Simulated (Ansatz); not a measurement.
**Geometry relaxation, with input and output: C (part 2 of 2)**

C (P-3m1, 4 atoms in the cell); DFT PBE+D3(BJ), scalar-relativistic, plane waves, PAW, no spin polarisation (Ansatz 0.2.0); cutoff 420 eV, 18×18×2 k-mesh, Gaussian smearing of 0.1 eV. The structure derives from a Materials Project entry.

Geometry of the input (Å; fractional positions):
```
2.4562  0.0000  0.0000
-1.2281  2.1272  0.0000
0.0000  0.0000  24.1340
C  0.0000  0.0000  0.5705
C  0.0000  0.0000  0.4295
C  0.3333  0.6667  0.4295
C  0.6667  0.3333  0.5705
```

**Output, continued**
```
SCF iter   1: F=—  HF=-1004.223459 eV  |F-HF|=—  |Δ(HF+E_count)|=         —  Δρ=2.30e-3  dr2=5.59e-3  ethr=3.41e-5  ⟨swp⟩=2.7  Hψ=6685  notcnv=0
preconditioner: auto → LDOS  [metal: Δε(μ)=0.000 eV  Ē_g=14.857 eV  σ=0.100 eV  W_gap=0.00  n_scr=14 (ndim 8)  ℏωp=13.2 eV  f_vac=0.698  D(μ)=0.14/eV (n_scr^D=2)  β→1.0]
SCF iter   2: F=—  HF=-1004.224302 eV  |F-HF|=—  |Δ(HF+E_count)|=   8.43e-4  Δρ=1.39e-3  dr2=8.94e-3  ethr=3.41e-5  ⟨swp⟩=2.8  Hψ=1969  notcnv=0
SCF iter   3: F=—  HF=-1004.221772 eV  |F-HF|=—  |Δ(HF+E_count)|=   2.53e-3  Δρ=2.14e-4  dr2=7.39e-5  ethr=3.41e-5  ⟨swp⟩=2.1  Hψ=1442  notcnv=0
SCF iter   4: F=—  HF=-1004.221706 eV  |F-HF|=—  |Δ(HF+E_count)|=   6.62e-5  Δρ=4.29e-5  dr2=6.08e-7  ethr=4.62e-7  ⟨swp⟩=2.1  Hψ=1342  notcnv=0
SCF iter   5: F=—  HF=-1004.221707 eV  |F-HF|=—  |Δ(HF+E_count)|=   1.62e-6  Δρ=8.20e-6  dr2=6.01e-8  ethr=3.80e-9  ⟨swp⟩=2.2  Hψ=1469  notcnv=0
SCF iter   6: F=—  HF=-1004.221707 eV  |F-HF|=—  |Δ(HF+E_count)|=   6.97e-8  Δρ=6.47e-6  dr2=4.50e-8  ethr=3.76e-10  ⟨swp⟩=2.0  Hψ=1482  notcnv=0
SCF iter   7: F=—  HF=-1004.221707 eV  |F-HF|=—  |Δ(HF+E_count)|=  7.80e-10  Δρ=1.48e-6  dr2=2.35e-9  ethr=2.81e-10  ⟨swp⟩=2.5  Hψ=1462  notcnv=0
iter 8 did not close the SCF: its close was put off until two iterations running show no level that it waits for move by more than its bar (scf_convergence_deferred on its scf_iter line)
SCF iter   8: F=-1004.221707 eV  HF=-1004.221707 eV  |F-HF|=2.58e-11  |Δ(HF+E_count)|=  5.63e-11  Δρ=7.38e-8  dr2=5.87e-12  ethr=1.00e-12  ⟨swp⟩=6.5  Hψ=5911  notcnv=0
iter 9 did not close the SCF: its close was put off until two iterations running show no level that it waits for move by more than its bar (scf_convergence_deferred on its scf_iter line)
SCF iter   9: F=-1004.221707 eV  HF=-1004.221707 eV  |F-HF|=1.82e-12  |Δ(HF+E_count)|=  2.88e-11  Δρ=9.69e-9  dr2=1.99e-13  ethr=1.00e-12  ⟨swp⟩=5.1  Hψ=4295  notcnv=0
SCF iter  10: F=-1004.221707 eV  HF=-1004.221707 eV  |F-HF|=1.93e-12  |Δ(HF+E_count)|=  5.00e-12  Δρ=7.88e-10  dr2=4.10e-16  ethr=1.00e-12  ⟨swp⟩=4.1  Hψ=3624  notcnv=0
SCF 7 converged in 10 iterations: F = -1004.221707 eV  dr2 = 4.10e-16
relax step   7: F+E_penalty+E_count = -1004.22170720 eV  Δ(F+E_penalty+E_count) = -7.317e-4 eV  max|allowed force component| = 8.018e-4 eV/Å  Δτ_max = 0.0114 Å  P = +0.007 GPa  Ω = 125.910 Å³  energy of the carried Pulay correction = +1.771e-4 eV  (10 SCF iters, accepted)
Basis set: ecut = 420 eV, 2365 PW (Γ), exchange–correlation on 36×36×320 points (8 copies of the dense FFT grid, shifted against one another)
Initial wavefunctions: pseudopotential atomic-orbital guess (no wavefunctions were taken with the density)
iter 1 solved again at ethr=4.55e-7 eV; its pass at ethr=3.10e-3 eV (dr2=7.29e-5 eV) is discarded
SCF iter   1: F=—  HF=-1004.221395 eV  |F-HF|=—  |Δ(HF+E_count)|=         —  Δρ=2.82e-5  dr2=1.18e-7  ethr=4.55e-7  ⟨swp⟩=3.4  Hψ=8898  notcnv=0  defer=2
preconditioner: auto → LDOS  [metal: Δε(μ)=0.000 eV  Ē_g=14.835 eV  σ=0.100 eV  W_gap=0.00  n_scr=14 (ndim 8)  ℏωp=13.2 eV  f_vac=0.697  D(μ)=0.14/eV (n_scr^D=2)  β→1.0]
SCF iter   2: F=—  HF=-1004.221355 eV  |F-HF|=—  |Δ(HF+E_count)|=   4.03e-5  Δρ=1.88e-6  dr2=4.83e-9  ethr=7.39e-10  ⟨swp⟩=3.1  Hψ=1725  notcnv=0
SCF iter   3: F=—  HF=-1004.221355 eV  |F-HF|=—  |Δ(HF+E_count)|=   5.03e-9  Δρ=1.18e-6  dr2=6.32e-9  ethr=3.02e-11  ⟨swp⟩=2.2  Hψ=1534  notcnv=0
SCF iter   4: F=—  HF=-1004.221355 eV  |F-HF|=—  |Δ(HF+E_count)|=  1.47e-10  Δρ=2.85e-7  dr2=2.90e-10  ethr=3.02e-11  ⟨swp⟩=2.3  Hψ=1335  notcnv=0
SCF iter   5: F=-1004.221355 eV  HF=-1004.221355 eV  |F-HF|=1.38e-11  |Δ(HF+E_count)|=  2.93e-11  Δρ=3.26e-8  dr2=2.09e-12  ethr=1.00e-12  ⟨swp⟩=10.7  Hψ=5847  notcnv=0
SCF 8 converged in 5 iterations: F = -1004.221355 eV  dr2 = 2.09e-12
relax step   8: F+E_penalty+E_count = -1004.22135452 eV  Δ(F+E_penalty+E_count) = +3.527e-4 eV  max|allowed force component| = 8.690e-4 eV/Å  Δτ_max = 0.0000 Å  P = +0.004 GPa  Ω = 125.910 Å³  stress off target by 9.78e-3 GPa  SCF on the basis re-selected at this cell (its energy is not comparable with the rows above)  (5 SCF iters)
```

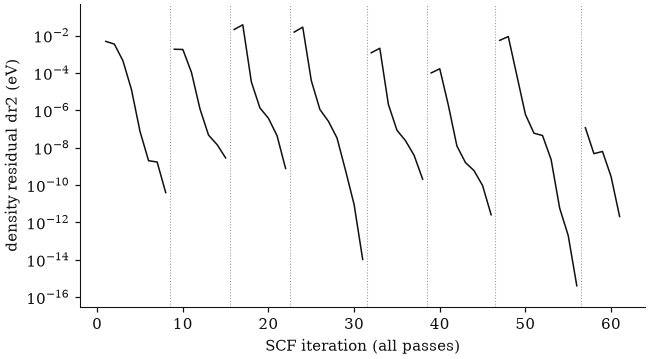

**Figure 1.** Convergence of the self-consistent field: density residual dr2 against the SCF iteration. The dotted lines part the SCF passes of the relaxation: geometry steps, rejected trials and re-solves on a re-selected basis. The 8 passes take 5 to 10 iterations each, 61 in all.

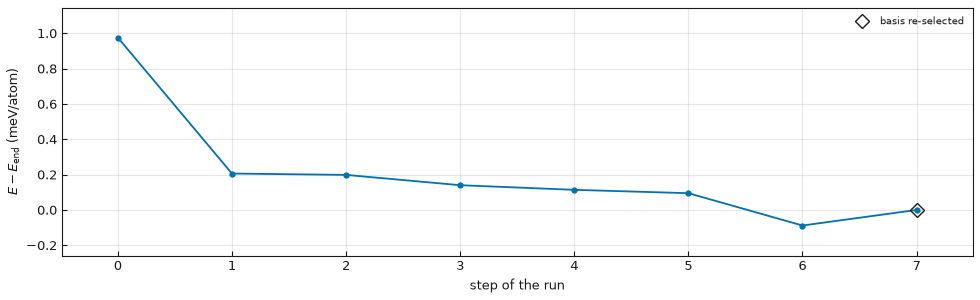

**Figure 2.** Progress of the relaxation, step by step (the first geometry is step 0 here and step 1 in the log).

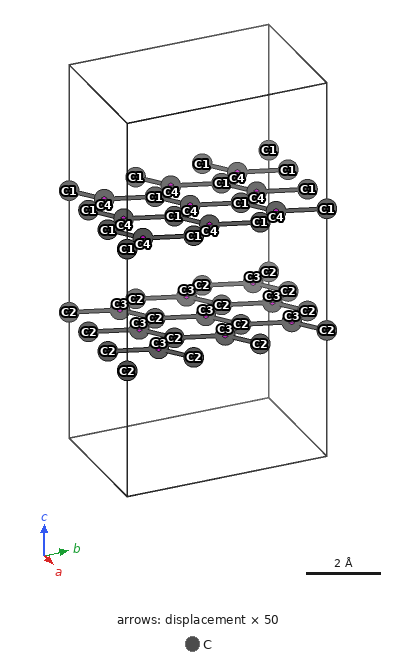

**Figure 3.** The starting structure with the displacements (without the part carried along by the change of the cell) as pink arrows, magnified 50 times (ball-and-stick view of the 3 × 3 repeat of the cell, with the vacuum cut short, seen slightly off an axis). The atoms keep their places relative to the cell (all moves are under 0.005 Å). In the plane the drawn cell goes a 7.369 → 7.396 Å (+0.4 %), b 7.369 → 7.396 Å (+0.4 %). Among the contacts that change: C1–C4 1.418 → 1.423 Å. The space group stays P-3m1 (No. 164). After 6 geometry steps the energy has fallen by 1.1 meV per atom. Largest force component: 0.0056 eV/Å at the start, 0.00087 eV/Å at the end. A last SCF at the same geometry on a re-selected plane-wave basis shifts the energy by +0.1 meV per atom. (Atoms are counted from 1 in the order of the input.)

```
basis re-selected at this cell: Δ(F+E_penalty+E_count) = +3.527e-4 eV, ΔP = -0.003 GPa vs the last step (what re-selecting the basis moved, of the pressure what is left beyond the Pulay correction that the steps carried, after the strain that the cell walked since its last selection, with what the two solves' SCF thresholds leave and, on support functions, any second-order correction that the steps lacked; it is no measure of the basis error at this ecutwfc). The dense FFT grid was sized anew with the basis: this SCF ran on 18×18×160 points, the steps before it on 18×18×162, so part of this shift can come from that change (see relax.cell in the input reference). This SCF's stress stands 9.78e-3 GPa from its target on what of the cell is left free (relax.cell.stress_tol is 5.00e-2 GPa) and its largest allowed force component is 8.69e-4 eV/Å (relax.f_tol is 5.00e-3 eV/Å): within both
WARN: The output density's exchange-correlation potential varies sharply where the density is thin. Do not read a vacuum level from v_tot or v_xc, or from such a field of the output density. On a cell that repeats whose density bears no net charge and no dipole along the vacuum's axis use v_es (v_loc + v_h of the components); under efield.dipole_correction with no amplitude use v_es + v_field, which holds any external_charges[].barrier, or the levels of the report's work_function block, which leave it out; under a non-zero efield.amplitude the vacuum is tilted and has no level; on a cell that repeats and bears such a dipole with no correction it is tilted too, and efield.dipole_correction with no amplitude gives each side of its ramp a level where efield: is served; in a cell that repeats whose density bears a net charge (total_charge, or a fill off its count) it is curved and has none; of a slab under crystal.periodic whose density bears no net charge use v_es, which has a level on each side, short of where the two are joined; of another it falls or rises all the way out and has none; of a slab beside external_charges read slab_vacuum_level instead, which it has where they leave it neutral. The grid or the basis barely resolves most such structure, and the values can differ between equally converged runs; as a rule a tighter scf.convergence.dr2_threshold does not remove it. Where the density itself ripples (under the LDA too) a higher basis.ecutwfc lessens it. The files hold the spikes' plane waves up to the density's cutoff. Files: v_tot_of_output_density and the like, and their columns of v_z.tsv (output.write_potential); v_xc_of_output_density and the like, and their columns of v_comp_z.tsv (output.write_potential_components). Measured: with its Gaussian average of σ = 0.25 Å subtracted twice, the exchange-correlation potential is over 0.1 eV at 28 of the grid points where the equally averaged density (valence and model cores) is under 1e-3 e/Å³, and 0.141 eV at the most among them, at an averaged density of 2.4e-8 e/Å³. The input density's (outcome.potential() and, of a run that writes arrays, v_tot and v_xc) is over 0.1 eV, so measured, at 15 points of its own thin density, 0.403 eV at the most. See output.write_potential in the manual, Limitations
SCF converged after 5 iterations
Free energy (F): -1004.221355 eV
Harris-Foulkes:  -1004.221355 eV  (|F-HF|=1.38e-11)
Internal energy: -1004.220658 eV  (E = F + TS)
E sigma→0 (E₀):  -1004.221006 eV
Entropy (-TS):   -0.000697 eV (-0.174 meV/atom)
Fermi energy:    -1.112279 eV
--- Per-component energies (eV) ---
  E_band       = -164.018855
  E_kinetic    = 363.534343
  E_local      = -10370.712921  (includes V_loc(G=0)·N_el)
  E_nonlocal   = 109.193285
  E_hartree    = 4999.416452
  E_xc         = -191.959650
  E_vxc        = -237.655204  (∫ρ·V_xc dr)
  E_paw        = -397.373537  (= ΣΔE_a)
  E_vpaw       = -27.211219  (= ΣTr[D̂ρ^β])
  E_aug_tail   = 0.000030  (compensation charges beyond the density's cutoff)
  E_ewald      = 4484.155478
  E_disp       = -0.474137  (pairwise vdW)
  E_smearing   = -0.000697  (= −TS)
  E_closure    = 0.000000  (closes the sum)
  Σ components = -1004.221355   (vs F -1004.221355, Δ=0.00e0)
--- Forces (eV/Å), atoms counted from 1 ---
  atom   1  C      0.00000000    -0.00000000    -0.00032767
  atom   2  C      0.00000000     0.00000000     0.00032767
  atom   3  C      0.00000000    -0.00000000     0.00086899
  atom   4  C      0.00000000     0.00000000    -0.00086899
  max |Σ_I F_I| component: 2.96e-16 eV/Å
--- Stress (GPa, compression-positive) ---
        0.009782       0.000000      -0.000000
        0.000000       0.009782       0.000000
       -0.000000       0.000000      -0.006994
  P = ⅓ Tr σ = 0.0042 GPa (0.042 kbar)
--- Band table (eV; the first three rows and the last of 74) ---
  k-point 0: bands = ["-20.6953", "-20.5612", "-9.1694", "-8.2659", "-4.1461", "-4.1461", "-4.1387", "-4.1387", "2.3087", "2.6737", "3.2836", "3.9750"]
  k-point 1: bands = ["-20.6954", "-20.5612", "-9.1695", "-8.2661", "-4.1463", "-4.1463", "-4.1388", "-4.1388", "2.3116", "2.6593", "3.3616", "3.7667"]
  k-point 2: bands = ["-20.6221", "-20.4886", "-9.0810", "-8.1802", "-4.4462", "-4.4352", "-4.3040", "-4.2942", "2.4069", "2.7732", "3.3849", "4.0757"]
  k-point 73: bands = ["-13.7483", "-13.7043", "-13.7043", "-13.6644", "-11.6713", "-11.6713", "-1.4127", "-1.1121", "-1.1121", "-0.7950", "9.4679", "9.4679"]
--- Relaxed structure (7 steps of the walk, 7 accepted, 1 SCFs on fresh bases) ---
  F+E_penalty+E_count = -1004.22135452 eV   max|allowed force component| = 8.690e-4 eV/Å   (the final SCF, on the basis selected at the relaxed cell)
  cell:  # Å, volume = 125.9104 Å³
    - [2.465267867560981, 5.628707977076995e-33, -9.253454516027359e-19]
    - [-1.2326339337804906, 2.1349846004413005, 4.626727258013696e-19]
    - [-9.092093552636518e-18, 2.6571381754882436e-32, 23.922291556516033]
  atoms:
    - { symbol: C, position: [4.996220200974494e-19, 1.1589140635048159e-32, 0.5711557792731186] }
    - { symbol: C, position: [-4.996220200974463e-19, -1.5452187513397547e-32, 0.42884422072688144] }
    - { symbol: C, position: [0.33333333333333337, 0.6666666666666667, 0.42882377169574554] }
    - { symbol: C, position: [0.6666666666666665, 0.33333333333333337, 0.5711762283042545] }
```

**Trajectory as extended XYZ (Å, eV, eV/Å), 8 frames, from step=1 to step=8**
```
4
Lattice="2.4562 0.0000 0.0000 -1.2281 2.1272 0.0000 0.0000 0.0000 24.1340" Properties=species:S:1:pos:R:3:forces:R:3 step=1 energy=-1004.21745 pressure_GPa=0.90
C     0.0000    0.0000   13.7677    0.0000   0.0000  -0.0056
C     0.0000    0.0000   10.3663    0.0000   0.0000   0.0056
C     0.0000    1.4181   10.3661    0.0000   0.0000  -0.0047
C     1.2281    0.7091   13.7678    0.0000   0.0000   0.0047
4
Lattice="2.4625 0.0000 0.0000 -1.2313 2.1326 0.0000 0.0000 0.0000 24.1132" Properties=species:S:1:pos:R:3:forces:R:3 step=2 energy=-1004.22053 pressure_GPa=0.27
C     0.0000    0.0000   13.7510    0.0000   0.0000   0.0023
C     0.0000    0.0000   10.3622    0.0000   0.0000  -0.0023
C     0.0000    1.4217   10.3617    0.0000   0.0000  -0.0009
C     1.2313    0.7109   13.7515    0.0000   0.0000   0.0009
4
Lattice="2.4655 0.0000 0.0000 -1.2328 2.1352 0.0000 0.0000 0.0000 24.1006" Properties=species:S:1:pos:R:3:forces:R:3 step=3 energy=-1004.22056 pressure_GPa=-0.04
C     0.0000    0.0000   13.7663    0.0000   0.0000  -0.0039
C     0.0000    0.0000   10.3343    0.0000   0.0000   0.0039
C     0.0000    1.4235   10.3339    0.0000   0.0000   0.0047
C     1.2328    0.7117   13.7667    0.0000   0.0000  -0.0047
4
Lattice="2.4659 0.0000 0.0000 -1.2329 2.1355 0.0000 0.0000 0.0000 24.0733" Properties=species:S:1:pos:R:3:forces:R:3 step=4 energy=-1004.22079 pressure_GPa=-0.06
C     0.0000    0.0000   13.7314    0.0000   0.0000   0.0007
C     0.0000    0.0000   10.3419    0.0000   0.0000  -0.0007
C     0.0000    1.4237   10.3415    0.0000   0.0000  -0.0027
C     1.2329    0.7118   13.7318    0.0000   0.0000   0.0027
4
Lattice="2.4653 0.0000 0.0000 -1.2327 2.1350 0.0000 0.0000 0.0000 24.0697" Properties=species:S:1:pos:R:3:forces:R:3 step=5 energy=-1004.22090 pressure_GPa=-0.01
C     0.0000    0.0000   13.7347    0.0000   0.0000   0.0002
C     0.0000    0.0000   10.3351    0.0000   0.0000  -0.0002
C     0.0000    1.4234   10.3346    0.0000   0.0000  -0.0001
C     1.2327    0.7117   13.7351    0.0000   0.0000   0.0001
4
Lattice="2.4653 0.0000 0.0000 -1.2327 2.1350 0.0000 0.0000 0.0000 24.0567" Properties=species:S:1:pos:R:3:forces:R:3 step=6 energy=-1004.22097 pressure_GPa=-0.00
C     0.0000    0.0000   13.7287    0.0000   0.0000   0.0001
C     0.0000    0.0000   10.3279    0.0000   0.0000  -0.0001
C     0.0000    1.4233   10.3274    0.0000   0.0000   0.0002
C     1.2327    0.7117   13.7292    0.0000   0.0000  -0.0002
4
Lattice="2.4653 0.0000 0.0000 -1.2326 2.1350 0.0000 0.0000 0.0000 23.9223" Properties=species:S:1:pos:R:3:forces:R:3 step=7 energy=-1004.22171 pressure_GPa=0.01
C     0.0000    0.0000   13.6634    0.0000   0.0000  -0.0003
C     0.0000    0.0000   10.2589    0.0000   0.0000   0.0003
C     0.0000    1.4233   10.2584    0.0000   0.0000   0.0008
C     1.2326    0.7117   13.6638    0.0000   0.0000  -0.0008
4
Lattice="2.4653 0.0000 0.0000 -1.2326 2.1350 0.0000 0.0000 0.0000 23.9223" Properties=species:S:1:pos:R:3:forces:R:3 step=8 energy=-1004.22136 pressure_GPa=0.00
C     0.0000    0.0000   13.6634    0.0000   0.0000  -0.0003
C     0.0000    0.0000   10.2589    0.0000   0.0000   0.0003
C     0.0000    1.4233   10.2584    0.0000   0.0000   0.0009
C     1.2326    0.7117   13.6638    0.0000   0.0000  -0.0009
```

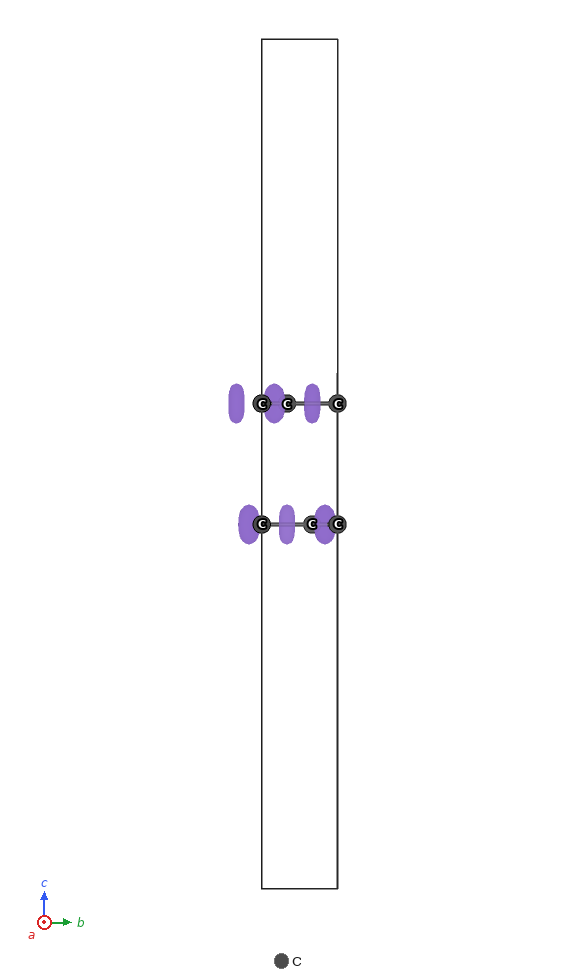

**Figure 4.** Isosurface of the ELF at 0.85 (purple), seen along the a axis. Core shells and regions of very low density are left out. Sticks mark near contacts. The outline is the cell set on symmetry axes. Along the contacts the grid gives the following. C–C (1.42 Å): the ELF peaks at about 0.95 between the atoms (localised, shared-pair bonding). In a PAW calculation such maps are meaningful between the atoms, not at the nuclei.

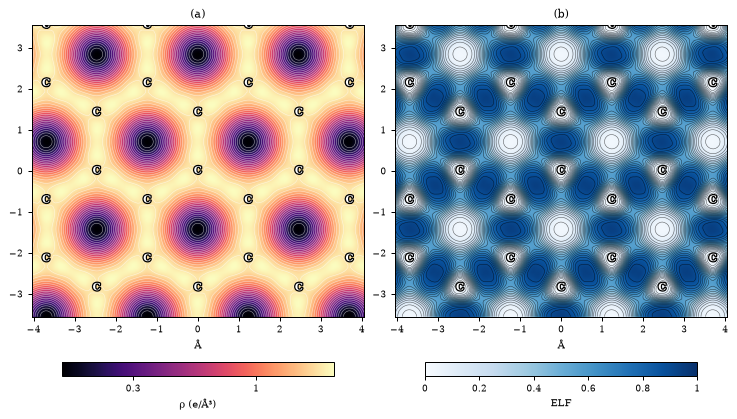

**Figure 5.** (a) valence charge density (pseudo); (b) ELF on the (001) plane of the conventional cell. The section cuts through C sites. C–C (1.42 Å): the density is about 2 e/Å³ at the midpoint; the ELF peaks at about 0.95 between the atoms, as expected for localised, shared-pair bonding. Away from the nuclei the density in this plane falls to 0.15 e/Å³ at its lowest.

**Key numbers**

```json
{"quantity": "outcome", "value": "converged"}
{"quantity": "space group (tolerance 0.01 Å)", "value": "P-3m1 (164)"}
{"quantity": "electrons treated", "value": "16"}
{"quantity": "free energy", "value": "−1004.2214 eV"}
{"quantity": "Fermi energy", "value": "−1.112 eV"}
{"quantity": "gap on the k-point mesh", "value": "none (metallic)"}
{"quantity": "pressure", "value": "0.00 GPa"}
{"quantity": "final volume", "value": "125.91 Å³"}
{"quantity": "largest force (length of the vector) at the end", "value": "0.001 eV/Å"}
{"quantity": "final cell", "value": "a = 2.465 Å, b = 2.465 Å, c = 23.922 Å, α = 90.00°, β = 90.00°, γ = 120.00°"}
{"quantity": "wall time", "value": "78 s"}
{"quantity": "peak memory", "value": "0.48 GiB"}
```

**Remarks**

The program warns: the exchange-correlation potential is rough where the density is thin.
